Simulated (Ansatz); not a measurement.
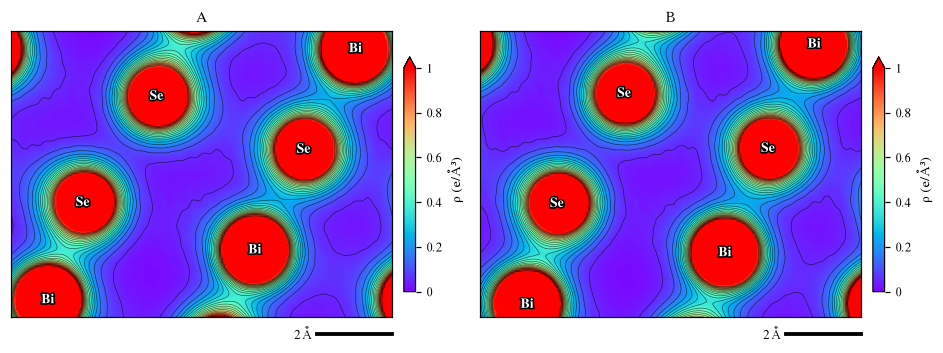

Bi2Se3. The valence pseudo-density of two cells that differ in size and shape, on the (101̄) plane of each (indices in the axes of the calculation cell), at one length scale and on one colour scale; one has 26.2 and the other 27.2 Å³ an atom.

Space group R-3m.

Level of theory: Ansatz 0.2.0, DFT PBEsol, scalar-relativistic, plane waves, PAW.

In a PAW calculation such maps are meaningful between the atoms, not at the nuclei.

The larger cell:

```xyz
5
Lattice="4.1430 0.0000 0.0000 -2.0715 1.1960 9.1635 2.0715 -3.5879 0.0000" Properties=species:S:1:pos:R:3 pbc="T T T"
Bi    2.0715   -1.1960    1.8547
Bi    2.0715   -1.1960    7.3088
Se    0.0000    0.0000    0.0000
Se    0.0000    0.0000    5.8197
Se    4.1430   -2.3920    3.3438
```

The smaller cell: a = 3.977 Å, b = 9.818 Å, c = 3.977 Å, α = 101.69°, β = 60.00°, γ = 101.69°.

Q: Which panel shows the smaller cell, and what does the compression change?

A: Panel A is the smaller cell, by 4 % in volume. From the larger cell to the smaller, Bi–Se goes from 2.82 to 2.77 Å, and the density at its midpoint from 0.35 to 0.38 e/Å³; the pressure goes from 2.4 to 6 GPa.
